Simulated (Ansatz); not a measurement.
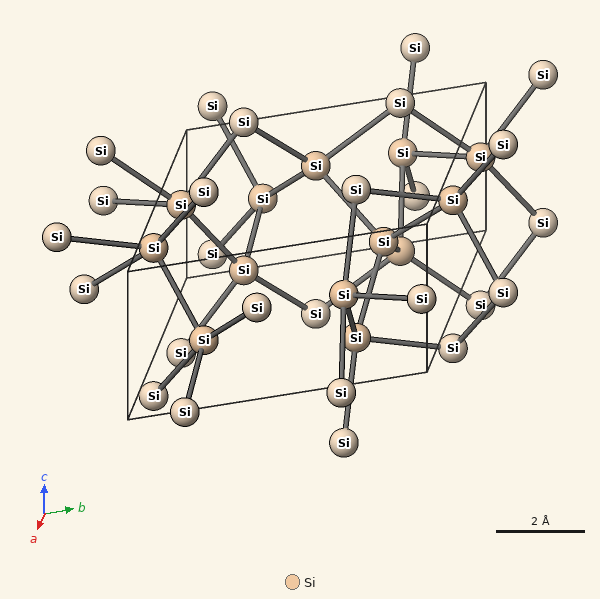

**Figure 1.** The input geometry (ball-and-stick view of the cell of the calculation, seen at an oblique angle; neighbours outside the cell are drawn fainter). Near neighbours in the crystal (not all of them lie inside the picture): Si has 4 Si at 2.39 to 2.45 Å.

# Geometry relaxation, with input and output: Si (part 1 of 3)

Si (P3₂12, 9 atoms in the cell), computed with DFT PBE, scalar-relativistic, plane waves, PAW, no spin polarisation (Ansatz 0.2.0).

The structure was made by a generator, so it may or may not be a known phase.

## Input
```yaml
crystal:
  lattice:
    - [7.2164786362, 0.0, 0.0]
    - [-3.6082393181, 6.2496538248, 0.0]
    - [0.0, 0.0, 3.7821803547]
  atoms:
    - { symbol: Si, position: [0.2851108176, 0.0380050162, 0.7548157257] }
    - { symbol: Si, position: [0.9619949838, 0.2471058014, 0.4214823924] }
    - { symbol: Si, position: [0.7528941986, 0.7148891824, 0.088149059] }
    - { symbol: Si, position: [0.9619949838, 0.7148891824, 0.5785176076] }
    - { symbol: Si, position: [0.7528941986, 0.0380050162, 0.911850941] }
    - { symbol: Si, position: [0.2851108176, 0.2471058014, 0.2451842743] }
    - { symbol: Si, position: [0.239317383, 0.760682617, 0.1666666667] }
    - { symbol: Si, position: [0.239317383, 0.478634766, 0.8333333333] }
    - { symbol: Si, position: [0.521365234, 0.760682617, 0.5] }
basis:
  ecutwfc: 420
kpoints:
  mp_grid: { grid: [6, 6, 10] }
hamiltonian:
  xc: pbe
scf:
  occupations: { method: gaussian, width: 0.1 }
output:
  forces: true
  stress: true
  eigenvalues: true
  write_density: true
  write_potential: true
  elf: true
  volumetric_format: npy
relax:
  adjacent_minimum: "off"
  f_tol: 0.01
  max_steps: 80
  cell: { stress_tol: 0.05 }
```

Run as:
```bash
ansatz run input.yaml --threads 1 --pin off --max-ram 2560MiB --backend cpu --events-out ev --progress --plain --runs-dir out
```

## Log
```
Engine: ansatz 0.2.0, aarch64-unknown-linux-gnu
Pseudopotentials: kind: paw
Pseudopotential: Si, paw, valence charge 4, recommended cutoff 420 eV (normal), Si.paw.azcp
Functional definition: PBE
  parameter kappa = 0.804
  parameter beta = 0.06672455060314922
  exchange = pbe_x(kappa = kappa, mu = beta*pi^2/3)
  correlation = pbe_c(beta = beta)
Crystal: 9 atoms, lattice volume = 170.578 Å³
Basis set: ecut = 420 eV, 3361 PW (Γ), exchange–correlation on 100×100×54 points (8 copies of the dense FFT grid, shifted against one another)
Bands: 27, of which v1, the nominal top of the filled ones, is band 18 counted from 1 (17 counted from 0)
Symmetry: 6 space group operations
Space group: P3212 (ITA 153), of the structure as read, at distance tolerance 5.5e-5 Å
k-points: 54 of 360 (time reversal used)
Non-local potential: Si, projectors of the file, l = 0: 2, l = 1: 2, l = 2: 2
PAW form: soft (Blöchl's): semilocal exchange-correlation on the pseudo side does not see the compensation charge
PAW one-centre angular grid: Si, 110 points (default); XC on 64 Gauss nodes
Initial density: superposition of atomic densities (neutral atoms: chi_scale 0, normalization atom), corrected by the library's trained network
Initial wavefunctions: pseudopotential atomic-orbital guess
Functional: x = pbe(κ = 0.804, μ = 0.2195149727645171), c = pbe(β = 0.06672455060314922)
SCF iter   1: F=—  HF=-5717.369027 eV  |F-HF|=—  |Δ(HF+E_count)|=         —  Δρ=2.89e-3  dr2=1.97e-2  ethr=1.77e-3  ⟨swp⟩=8.2  Hψ=8840  notcnv=0  defer=3
preconditioner: auto → Kerker (q_TF=auto, 2.105 Å⁻¹)  [metal: Δε(μ)=0.006 eV  Ē_g=7.387 eV  σ=0.100 eV  W_gap=0.03  n_scr=32 (ndim 8)  ℏωp=17.1 eV  f_vac=0.000  D(μ)=2.70/eV (n_scr^D=8)]
SCF iter   2: F=—  HF=-5717.368653 eV  |F-HF|=—  |Δ(HF+E_count)|=   3.74e-4  Δρ=1.74e-3  dr2=7.18e-3  ethr=5.49e-5  ⟨swp⟩=2.2  Hψ=2478  notcnv=0  defer=3
SCF iter   3: F=—  HF=-5717.368246 eV  |F-HF|=—  |Δ(HF+E_count)|=   4.07e-4  Δρ=2.18e-4  dr2=1.22e-4  ethr=2.00e-5  ⟨swp⟩=2.6  Hψ=2147  notcnv=0  defer=3
SCF iter   4: F=—  HF=-5717.368283 eV  |F-HF|=—  |Δ(HF+E_count)|=   3.70e-5  Δρ=1.01e-4  dr2=4.10e-5  ethr=3.38e-7  ⟨swp⟩=2.6  Hψ=2283  notcnv=0  defer=3
SCF iter   5: F=—  HF=-5717.368286 eV  |F-HF|=—  |Δ(HF+E_count)|=   2.65e-6  Δρ=2.96e-5  dr2=7.53e-6  ethr=1.14e-7  ⟨swp⟩=2.8  Hψ=2184  notcnv=0  defer=3
SCF iter   6: F=—  HF=-5717.368288 eV  |F-HF|=—  |Δ(HF+E_count)|=   1.78e-6  Δρ=9.19e-6  dr2=4.91e-7  ethr=2.09e-8  ⟨swp⟩=2.2  Hψ=2004  notcnv=0  defer=3
SCF iter   7: F=-5717.368288 eV  HF=-5717.368288 eV  |F-HF|=4.05e-9  |Δ(HF+E_count)|=   2.45e-7  Δρ=2.59e-6  dr2=2.16e-8  ethr=2.78e-10  ⟨swp⟩=14.9  Hψ=11768  notcnv=0
SCF 1 converged in 7 iterations: F = -5717.368288 eV  dr2 = 2.16e-8
  greatest PAW one-centre occupation: 0.664 electrons in one spin orbital (limit 2), on the Si atom at site 7 (counted from 0), in its partial waves of l = 0
relax step   1: F+E_penalty+E_count = -5717.36828784 eV  Δ(F+E_penalty+E_count) = +0.000e0 eV  max|allowed force component| = 2.563e-1 eV/Å  Δτ_max = 0.0000 Å  P = +0.139 GPa  Ω = 170.578 Å³  (7 SCF iters, dr2 threshold 1.00e-7 eV, accepted)
Crystal: 9 atoms, lattice volume = 169.901 Å³
Basis set: ecut = 420 eV, 3331 PW (Γ), exchange–correlation on 100×100×54 points (8 copies of the dense FFT grid, shifted against one another)
Initial density: handed on by an earlier stage of this run
Initial wavefunctions: those handed on with the density
iter 1 solved again at ethr=2.14e-5 eV; its pass at ethr=3.10e-3 eV (dr2=7.69e-3 eV) is discarded
SCF iter   1: F=—  HF=-5717.384920 eV  |F-HF|=—  |Δ(HF+E_count)|=         —  Δρ=1.19e-3  dr2=8.72e-3  ethr=2.14e-5  ⟨swp⟩=2.8  Hψ=8201  notcnv=0
preconditioner: auto → Kerker (q_TF=auto, 2.107 Å⁻¹)  [metal: Δε(μ)=0.031 eV  Ē_g=7.385 eV  σ=0.100 eV  W_gap=0.17  n_scr=32 (ndim 8)  ℏωp=17.1 eV  f_vac=0.000  D(μ)=2.75/eV (n_scr^D=8)]
SCF iter   2: F=—  HF=-5717.383701 eV  |F-HF|=—  |Δ(HF+E_count)|=   1.22e-3  Δρ=6.12e-4  dr2=2.14e-3  ethr=2.14e-5  ⟨swp⟩=1.0  Hψ=1459  notcnv=0
SCF iter   3: F=—  HF=-5717.383357 eV  |F-HF|=—  |Δ(HF+E_count)|=   3.44e-4  Δρ=8.90e-5  dr2=1.47e-5  ethr=5.93e-6  ⟨swp⟩=2.3  Hψ=1927  notcnv=0
SCF iter   4: F=—  HF=-5717.383362 eV  |F-HF|=—  |Δ(HF+E_count)|=   4.77e-6  Δρ=1.82e-5  dr2=7.92e-7  ethr=2.50e-9  ⟨swp⟩=14.5  Hψ=13468  notcnv=0
SCF iter   5: F=-5717.383362 eV  HF=-5717.383362 eV  |F-HF|=6.66e-9  |Δ(HF+E_count)|=   7.38e-8  Δρ=3.22e-6  dr2=3.53e-8  ethr=2.20e-9  ⟨swp⟩=7.2  Hψ=9745  notcnv=0
SCF 2 converged in 5 iterations: F = -5717.383362 eV  dr2 = 3.53e-8
  greatest PAW one-centre occupation: 0.665 electrons in one spin orbital (limit 2), on the Si atom at site 7 (counted from 0), in its partial waves of l = 0
relax step   2: F+E_penalty+E_count = -5717.38336222 eV  Δ(F+E_penalty+E_count) = -1.507e-2 eV  max|allowed force component| = 9.814e-2 eV/Å  Δτ_max = 0.0122 Å  P = +0.062 GPa  Ω = 169.901 Å³  energy of the carried Pulay correction = +9.060e-5 eV  (5 SCF iters, dr2 threshold 9.00e-7 eV, accepted)
[... from here on the SCF iterations and repeated set-up lines of each step are left out, up to the last step ...]
SCF 3 converged in 5 iterations: F = -5717.388692 eV  dr2 = 2.40e-7
relax step   3: F+E_penalty+E_count = -5717.38869229 eV  Δ(F+E_penalty+E_count) = -5.330e-3 eV  max|allowed force component| = 6.406e-2 eV/Å  Δτ_max = 0.0191 Å  P = +0.056 GPa  Ω = 169.280 Å³  energy of the carried Pulay correction = +1.741e-4 eV  (5 SCF iters, dr2 threshold 6.02e-7 eV, accepted)
SCF 4 converged in 5 iterations: F = -5717.389736 eV  dr2 = 4.45e-8
relax step   4: F+E_penalty+E_count = -5717.38973606 eV  Δ(F+E_penalty+E_count) = -1.044e-3 eV  max|allowed force component| = 2.943e-2 eV/Å  Δτ_max = 0.0109 Å  P = +0.065 GPa  Ω = 168.327 Å³  energy of the carried Pulay correction = +3.028e-4 eV  (5 SCF iters, dr2 threshold 2.57e-7 eV, accepted)
SCF 5 converged in 6 iterations: F = -5717.390870 eV  dr2 = 2.11e-8
relax step   5: F+E_penalty+E_count = -5717.39086991 eV  Δ(F+E_penalty+E_count) = -1.134e-3 eV  max|allowed force component| = 1.403e-2 eV/Å  Δτ_max = 0.0202 Å  P = +0.085 GPa  Ω = 167.385 Å³  energy of the carried Pulay correction = +4.306e-4 eV  (6 SCF iters, dr2 threshold 5.41e-8 eV, accepted)
SCF 6 converged in 5 iterations: F = -5717.391213 eV  dr2 = 2.10e-8
relax step   6: F+E_penalty+E_count = -5717.39121274 eV  Δ(F+E_penalty+E_count) = -3.428e-4 eV  max|allowed force component| = 4.588e-3 eV/Å  Δτ_max = 0.0037 Å  P = -0.007 GPa  Ω = 167.273 Å³  energy of the carried Pulay correction = +4.458e-4 eV  (5 SCF iters, dr2 threshold 9.56e-8 eV, accepted)
SCF 7 converged in 8 iterations: F = -5717.391478 eV  dr2 = 3.66e-12
relax step   7: F+E_penalty+E_count = -5717.39147756 eV  Δ(F+E_penalty+E_count) = -2.648e-4 eV  max|allowed force component| = 3.753e-3 eV/Å  Δτ_max = 0.0090 Å  P = -0.021 GPa  Ω = 166.712 Å³  energy of the carried Pulay correction = +5.224e-4 eV  (8 SCF iters, accepted)
SCF 8 converged in 8 iterations: F = -5717.391887 eV  dr2 = 1.53e-11
relax step   8: F+E_penalty+E_count = -5717.39188747 eV  Δ(F+E_penalty+E_count) = -4.099e-4 eV  max|allowed force component| = 8.293e-3 eV/Å  Δτ_max = 0.0174 Å  P = -0.024 GPa  Ω = 165.656 Å³  energy of the carried Pulay correction = +6.672e-4 eV  (8 SCF iters, accepted)
SCF 9 converged in 6 iterations: F = -5717.392765 eV  dr2 = 1.09e-8
relax step   9: F+E_penalty+E_count = -5717.39276477 eV  Δ(F+E_penalty+E_count) = -8.773e-4 eV  max|allowed force component| = 1.939e-2 eV/Å  Δτ_max = 0.0178 Å  P = -0.030 GPa  Ω = 164.629 Å³  energy of the carried Pulay correction = +8.089e-4 eV  (6 SCF iters, dr2 threshold 2.76e-8 eV, accepted)
SCF 10 converged in 7 iterations: F = -5717.415939 eV  dr2 = 7.48e-9
relax step  10: F+E_penalty+E_count = -5717.41593906 eV  Δ(F+E_penalty+E_count) = -2.317e-2 eV  max|allowed force component| = 1.500e-1 eV/Å  Δτ_max = 0.0666 Å  P = +0.057 GPa  Ω = 160.722 Å³  energy of the carried Pulay correction = +1.356e-3 eV  (7 SCF iters, dr2 threshold 6.88e-8 eV, accepted)
SCF 11 converged in 6 iterations: F = -5717.637428 eV  dr2 = 1.17e-7
relax step  11: F+E_penalty+E_count = -5717.63742803 eV  Δ(F+E_penalty+E_count) = -2.215e-1 eV  max|allowed force component| = 2.951e-1 eV/Å  Δτ_max = 0.1969 Å  P = +2.829 GPa  Ω = 150.166 Å³  energy of the carried Pulay correction = +2.901e-3 eV  (6 SCF iters, dr2 threshold 9.00e-7 eV, accepted)
SCF 12 converged in 6 iterations: F = -5717.340483 eV  dr2 = 2.30e-7
relax step  12: F+E_penalty+E_count = -5717.34048349 eV  Δ(F+E_penalty+E_count) = +2.969e-1 eV  max|allowed force component| = 1.301e0 eV/Å  Δτ_max = 0.1669 Å  P = +5.190 GPa  Ω = 149.615 Å³  energy of the carried Pulay correction = +2.984e-3 eV  (6 SCF iters, dr2 threshold 9.00e-7 eV, rejected (line search))
SCF 13 converged in 9 iterations: F = -5717.749680 eV  dr2 = 1.16e-11
relax step  13: F+E_penalty+E_count = -5717.74967958 eV  Δ(F+E_penalty+E_count) = -1.123e-1 eV  max|allowed force component| = 1.608e-1 eV/Å  Δτ_max = 0.0580 Å  P = +1.551 GPa  Ω = 154.166 Å³  energy of the carried Pulay correction = +2.304e-3 eV  (9 SCF iters, accepted)
SCF 14 converged in 6 iterations: F = -5717.893672 eV  dr2 = 1.05e-7
relax step  14: F+E_penalty+E_count = -5717.89367250 eV  Δ(F+E_penalty+E_count) = -1.440e-1 eV  max|allowed force component| = 1.252e-1 eV/Å  Δτ_max = 0.0544 Å  P = +0.501 GPa  Ω = 158.675 Å³  energy of the carried Pulay correction = +1.648e-3 eV  (6 SCF iters, dr2 threshold 9.00e-7 eV, accepted)
SCF 15 converged in 6 iterations: F = -5718.063788 eV  dr2 = 3.41e-7
relax step  15: F+E_penalty+E_count = -5718.06378766 eV  Δ(F+E_penalty+E_count) = -1.701e-1 eV  max|allowed force component| = 1.304e-1 eV/Å  Δτ_max = 0.0634 Å  P = +0.653 GPa  Ω = 161.497 Å³  energy of the carried Pulay correction = +1.246e-3 eV  (6 SCF iters, dr2 threshold 9.00e-7 eV, accepted)
SCF 16 converged in 6 iterations: F = -5718.013297 eV  dr2 = 1.06e-7
relax step  16: F+E_penalty+E_count = -5718.01329739 eV  Δ(F+E_penalty+E_count) = +5.049e-2 eV  max|allowed force component| = 5.706e-1 eV/Å  Δτ_max = 0.1053 Å  P = -0.510 GPa  Ω = 166.429 Å³  energy of the carried Pulay correction = +5.611e-4 eV  (6 SCF iters, dr2 threshold 9.00e-7 eV, rejected (line search))
SCF 17 converged in 9 iterations: F = -5718.141175 eV  dr2 = 2.12e-11
relax step  17: F+E_penalty+E_count = -5718.14117460 eV  Δ(F+E_penalty+E_count) = -7.739e-2 eV  max|allowed force component| = 1.267e-1 eV/Å  Δτ_max = 0.0372 Å  P = -0.069 GPa  Ω = 163.915 Å³  energy of the carried Pulay correction = +9.079e-4 eV  (9 SCF iters, accepted)
SCF 18 converged in 6 iterations: F = -5718.154337 eV  dr2 = 2.36e-7
relax step  18: F+E_penalty+E_count = -5718.15433726 eV  Δ(F+E_penalty+E_count) = -1.316e-2 eV  max|allowed force component| = 9.841e-2 eV/Å  Δτ_max = 0.0353 Å  P = +0.327 GPa  Ω = 164.343 Å³  energy of the carried Pulay correction = +8.486e-4 eV  (6 SCF iters, dr2 threshold 9.00e-7 eV, accepted)
SCF 19 converged in 5 iterations: F = -5718.163478 eV  dr2 = 8.16e-7
relax step  19: F+E_penalty+E_count = -5718.16347788 eV  Δ(F+E_penalty+E_count) = -9.141e-3 eV  max|allowed force component| = 3.328e-2 eV/Å  Δτ_max = 0.0195 Å  P = -0.131 GPa  Ω = 164.318 Å³  energy of the carried Pulay correction = +8.520e-4 eV  (5 SCF iters, dr2 threshold 9.00e-7 eV, accepted)
SCF 20 converged in 5 iterations: F = -5718.163769 eV  dr2 = 6.83e-8
relax step  20: F+E_penalty+E_count = -5718.16376901 eV  Δ(F+E_penalty+E_count) = -2.911e-4 eV  max|allowed force component| = 1.788e-2 eV/Å  Δτ_max = 0.0039 Å  P = +0.062 GPa  Ω = 164.118 Å³  energy of the carried Pulay correction = +8.797e-4 eV  (5 SCF iters, dr2 threshold 6.92e-8 eV, accepted)
SCF 21 converged in 5 iterations: F = -5718.163853 eV  dr2 = 1.49e-8
relax step  21: F+E_penalty+E_count = -5718.16385290 eV  Δ(F+E_penalty+E_count) = -8.389e-5 eV  max|allowed force component| = 3.454e-3 eV/Å  Δτ_max = 0.0024 Å  P = -0.039 GPa  Ω = 164.309 Å³  energy of the carried Pulay correction = +8.533e-4 eV  (5 SCF iters, dr2 threshold 2.00e-8 eV, accepted)
Basis set: ecut = 420 eV, 3191 PW (Γ), exchange–correlation on 100×100×48 points (8 copies of the dense FFT grid, shifted against one another)
Initial wavefunctions: pseudopotential atomic-orbital guess (no wavefunctions were taken with the density)
iter 1 solved again at ethr=2.71e-7 eV; its pass at ethr=3.10e-3 eV (dr2=9.74e-5 eV) is discarded
SCF iter   1: F=—  HF=-5718.163603 eV  |F-HF|=—  |Δ(HF+E_count)|=         —  Δρ=2.43e-5  dr2=9.85e-8  ethr=2.71e-7  ⟨swp⟩=3.2  Hψ=12532  notcnv=0
preconditioner: auto → Kerker (q_TF=auto, 2.118 Å⁻¹)  [metal: Δε(μ)=0.030 eV  Ē_g=7.475 eV  σ=0.100 eV  W_gap=0.17  n_scr=32 (ndim 8)  ℏωp=17.4 eV  f_vac=0.000  D(μ)=4.58/eV (n_scr^D=32)]
SCF iter   2: F=—  HF=-5718.163626 eV  |F-HF|=—  |Δ(HF+E_count)|=   2.32e-5  Δρ=1.28e-5  dr2=3.19e-8  ethr=2.74e-10  ⟨swp⟩=3.3  Hψ=3050  notcnv=0
SCF iter   3: F=—  HF=-5718.163626 eV  |F-HF|=—  |Δ(HF+E_count)|=   4.76e-7  Δρ=9.40e-7  dr2=3.53e-9  ethr=8.86e-11  ⟨swp⟩=2.0  Hψ=2440  notcnv=0
SCF iter   4: F=—  HF=-5718.163626 eV  |F-HF|=—  |Δ(HF+E_count)|=   1.14e-9  Δρ=6.13e-7  dr2=1.72e-9  ethr=9.80e-12  ⟨swp⟩=2.1  Hψ=1828  notcnv=0
SCF iter   5: F=-5718.163626 eV  HF=-5718.163626 eV  |F-HF|=1.55e-11  |Δ(HF+E_count)|=   1.23e-9  Δρ=2.41e-7  dr2=6.53e-11  ethr=1.00e-12  ⟨swp⟩=6.8  Hψ=9105  notcnv=0
SCF 22 converged in 5 iterations: F = -5718.163626 eV  dr2 = 6.53e-11
relax step  22: F+E_penalty+E_count = -5718.16362623 eV  Δ(F+E_penalty+E_count) = +2.267e-4 eV  max|allowed force component| = 3.483e-3 eV/Å  Δτ_max = 0.0000 Å  P = -0.044 GPa  Ω = 164.309 Å³  stress off target by 4.54e-2 GPa  SCF on the basis re-selected at this cell (its energy is not comparable with the rows above)  (5 SCF iters)
```

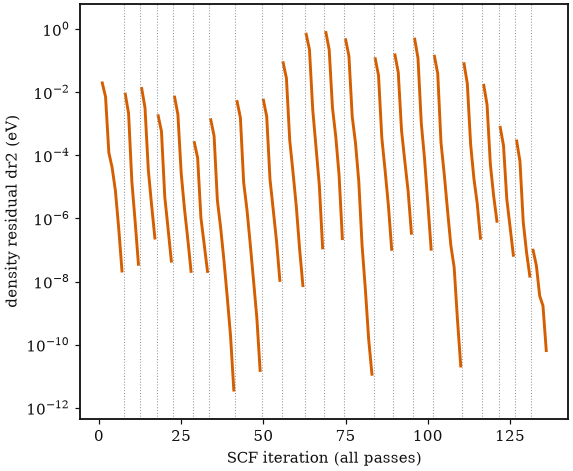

**Figure 2.** Convergence of the self-consistent field: density residual dr2 against the SCF iteration. The dotted lines part the SCF passes of the relaxation: geometry steps, rejected trials and re-solves on a re-selected basis. The 22 passes take 5 to 9 iterations each, 136 in all.
